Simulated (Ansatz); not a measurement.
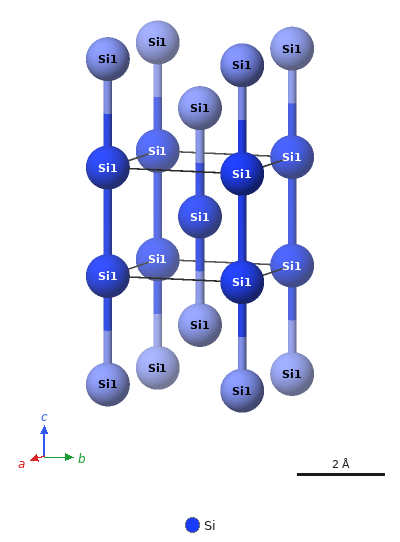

Figure 1. The structure as given in the input (ball-and-stick view of the cell 2 times as large as that of the calculation, set on its symmetry axes, seen slightly off an axis; neighbours outside the cell are drawn fainter; atoms are numbered from 1 in the order of the input). An atom can appear more than once, as a periodic image.

Single-point calculation, with input and output: Si

Si (I4/mmm, 1 atom in the cell), computed with DFT LDA, scalar-relativistic, plane waves, PAW, no spin polarisation (Ansatz 0.2.0).

The structure derives from a Materials Project entry. It belongs to a series of runs on one base structure; here: strain +0.015 along x and y, -0.030 along z, atoms carried along. Figures and captions count atoms from 1; the log counts them from 0 in places.

### What the program printed
```
Engine: ansatz 0.2.0, aarch64-unknown-linux-gnu
Pseudopotentials: kind: paw
Pseudopotential: Si, paw, valence charge 4, recommended cutoff 420 eV (normal), Si.paw.azcp
Functional definition: SPW92
  exchange = slater_x
  correlation = pw_c
Crystal: 1 atoms, lattice volume = 13.954 Å³
Basis set: ecut = 420 eV, 281 PW (Γ)
Bands: 6, of which v1, the nominal top of the filled ones, is band 2 counted from 1 (1 counted from 0)
Symmetry: 16 space group operations
Space group: I4/mmm (ITA 139), of the structure as read, at distance tolerance 2.4e-5 Å
k-points: 1639 of 21952
Non-local potential: Si, projectors of the file, l = 0: 2, l = 1: 2, l = 2: 2
PAW form: soft (Blöchl's): semilocal exchange-correlation on the pseudo side does not see the compensation charge
PAW frozen core: Si, regenerated for the run's functional, and the local potential with it (the file was generated under x = pbe(κ = 0.804, μ = 0.2195149727645171), c = pbe(β = 0.06672455060314922))
PAW one-centre angular grid: Si, 110 points (default); XC on 64 Gauss nodes
Initial density: superposition of atomic densities (neutral atoms: chi_scale 0, normalization atom), corrected by the library's trained network
Initial wavefunctions: pseudopotential atomic-orbital guess
Functional: x = slater, c = lda
SCF iter   1: F=—  HF=-608.252106 eV  |F-HF|=—  |Δ(HF+E_count)|=         —  Δρ=3.99e-3  dr2=1.67e-3  ethr=1.77e-3  ⟨swp⟩=5.0  Hψ=92543  notcnv=0
preconditioner: auto → none  [metal: Δε(μ)=0.009 eV  Ē_g=14.036 eV  σ=0.150 eV  W_gap=0.03  n_scr=0 (ndim 8)  ℏωp=19.9 eV  f_vac=0.000  D(μ)=0.40/eV (n_scr^D=0)]
SCF iter   2: F=—  HF=-608.251515 eV  |F-HF|=—  |Δ(HF+E_count)|=   5.91e-4  Δρ=1.66e-3  dr2=2.47e-4  ethr=4.17e-5  ⟨swp⟩=1.1  Hψ=23099  notcnv=0
SCF iter   3: F=—  HF=-608.251429 eV  |F-HF|=—  |Δ(HF+E_count)|=   8.66e-5  Δρ=1.59e-4  dr2=1.19e-6  ethr=6.17e-6  ⟨swp⟩=2.0  Hψ=12782  notcnv=0
SCF iter   4: F=—  HF=-608.251430 eV  |F-HF|=—  |Δ(HF+E_count)|=   7.91e-7  Δρ=1.89e-5  dr2=4.37e-8  ethr=2.97e-8  ⟨swp⟩=2.0  Hψ=12552  notcnv=0
iter 5 did not close the SCF: its close was put off for the readings that it lacked (scf_convergence_deferred on its scf_iter line)
SCF iter   5: F=-608.251430 eV  HF=-608.251430 eV  |F-HF|=2.02e-9  |Δ(HF+E_count)|=   1.59e-8  Δρ=5.90e-6  dr2=4.22e-9  ethr=1.09e-9  ⟨swp⟩=1.0  Hψ=9526  notcnv=0
SCF iter   6: F=-608.251430 eV  HF=-608.251430 eV  |F-HF|=0.00e0  |Δ(HF+E_count)|=   1.65e-9  Δρ=9.02e-8  dr2=8.72e-13  ethr=1.05e-10  ⟨swp⟩=4.6  Hψ=41171  notcnv=0
SCF 1 converged in 6 iterations: F = -608.251430 eV  dr2 = 8.72e-13
  greatest PAW one-centre occupation: 0.676 electrons in one spin orbital (limit 2), on the Si atom at site 0 (counted from 0), in its partial waves of l = 0
```

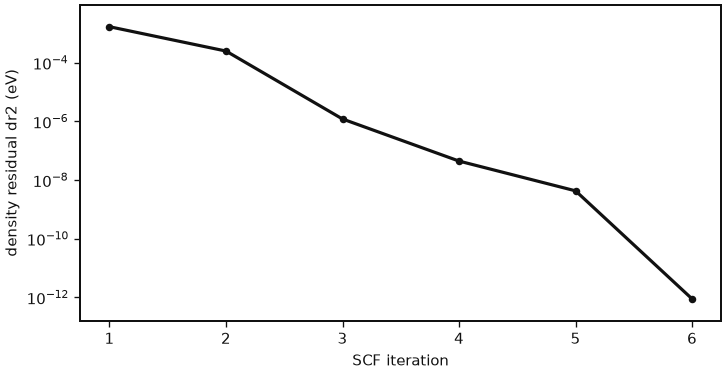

Figure 2. Convergence of the self-consistent field: density residual dr2 against the SCF iteration. The residual falls at every step.

```
SCF converged after 6 iterations
Free energy (F): -608.251430 eV
Harris-Foulkes:  -608.251430 eV  (|F-HF|=0.00e0)
Internal energy: -608.246898 eV  (E = F + TS)
E sigma→0 (E₀):  -608.249164 eV
Entropy (-TS):   -0.004532 eV (-4.532 meV/atom)
Fermi energy:    10.957340 eV
--- Per-component energies (eV) ---
  E_band       = 20.514408
  E_kinetic    = 42.309925
  E_local      = 1.676354  (includes V_loc(G=0)·N_el)
  E_nonlocal   = 26.498841
  E_hartree    = 0.640280
  E_xc         = -56.161895
  E_vxc        = -48.859307  (∫ρ·V_xc dr)
  E_paw        = -485.609412  (= ΣΔE_a)
  E_vpaw       = -2.391972  (= ΣTr[D̂ρ^β])
  E_aug_tail   = 0.000006  (compensation charges beyond the density's cutoff)
  E_ewald      = -137.685328
  E_core_change = 0.084331  (= ΣΔE_core)
  E_smearing   = -0.004532  (= −TS)
  E_closure    = 0.000000  (closes the sum)
  Σ components = -608.251430   (vs F -608.251430, Δ=0.00e0)
--- Forces (eV/Å), atoms counted from 1 ---
  atom   1  Si     0.00000000    -0.00000000    -0.00000000
  max |Σ_I F_I| component: 6.90e-31 eV/Å
--- Stress (GPa, compression-positive) ---
       -0.672219      -0.000000      -0.000000
       -0.000000      -0.672219       0.000000
       -0.000000       0.000000       2.811849
  P = ⅓ Tr σ = 0.4891 GPa (4.891 kbar)
--- Band table (eV; the first three rows and the last of 1639) ---
  k-point 0: bands = ["-3.7694", "19.7445", "20.1671", "20.1671", "22.9254", "25.6631"]
  k-point 1: bands = ["-3.7361", "18.7010", "20.1910", "20.9172", "23.1760", "25.4009"]
  k-point 2: bands = ["-3.6362", "17.3492", "20.2623", "21.4432", "23.8527", "24.8907"]
  k-point 1638: bands = ["8.1009", "8.1009", "8.4930", "11.9363", "16.8510", "19.0594"]
```

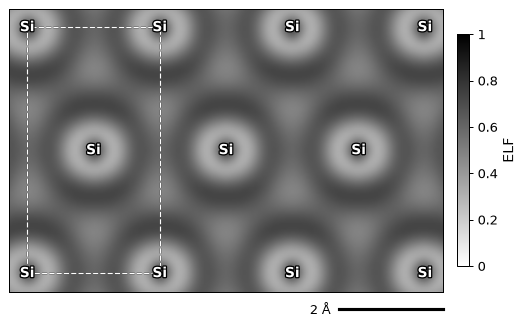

Figure 3. ELF on the (110) plane of the conventional cell. Si–Si (2.53 Å): the ELF peaks at about 0.65 between the atoms. Core electrons are frozen (PAW), so the fields are smoothed inside the atomic spheres.

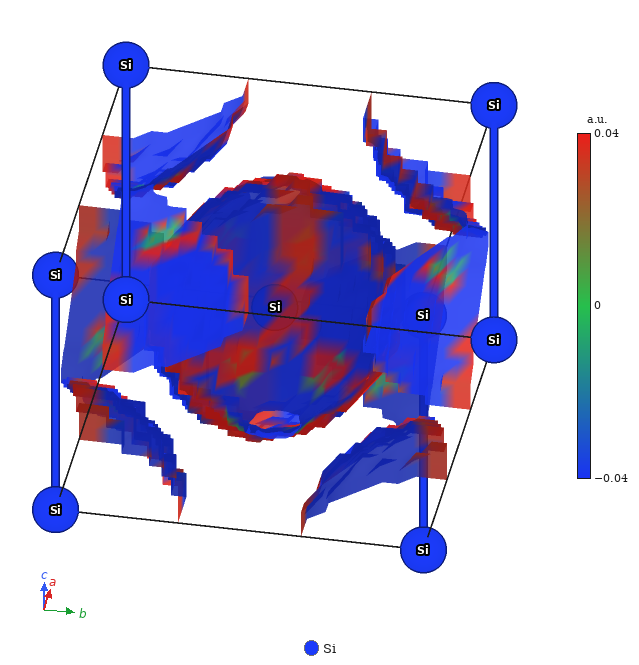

Figure 4. Non-covalent interaction (NCI) plot: the surface where the reduced density gradient is 0.4, for densities under 0.05 a.u., coloured by sign(λ₂)ρ; seen at an oblique angle. The outline is the cell set on symmetry axes.

The run was set up as follows.

### Input file
```yaml
crystal:
  lattice:
    - [-1.660197885, 1.660197885, 1.2656679211]
    - [1.660197885, -1.660197885, 1.2656679211]
    - [1.660197885, 1.660197885, -1.2656679211]
  atoms:
    - { symbol: Si, position: [0.0, 0.0, 0.0] }
basis:
  ecutwfc: 420
kpoints:
  mp_grid: { grid: [28, 28, 28] }
hamiltonian:
  xc: lda
scf:
  occupations: { method: gaussian, width: 0.15 }
output:
  forces: true
  stress: true
  eigenvalues: true
  write_density: true
  write_potential: true
  elf: true
  volumetric_format: npy
```

Launched with:
```bash
ansatz run input.yaml --threads 2 --pin off --max-ram 5120MiB --backend cpu --events-out ev --progress --plain --runs-dir out
```

### Results in brief

| quantity | value |
| --- | --- |
| outcome | converged |
| space group (tolerance 0.01 Å) | I4/mmm (139) |
| electrons treated | 4 |
| free energy | −608.2514 eV |
| Fermi energy | 10.957 eV |
| gap on the k-point mesh | none (metallic) |
| pressure | 0.49 GPa |
| largest force (length of the vector) | under 0.001 eV/Å |
| hardware | 2 threads of Arm Neoverse V2, 24 GiB of memory available, shared host |
| wall time | 5.7 s (CPU time 11 s) |
| peak memory | 0.46 GiB |
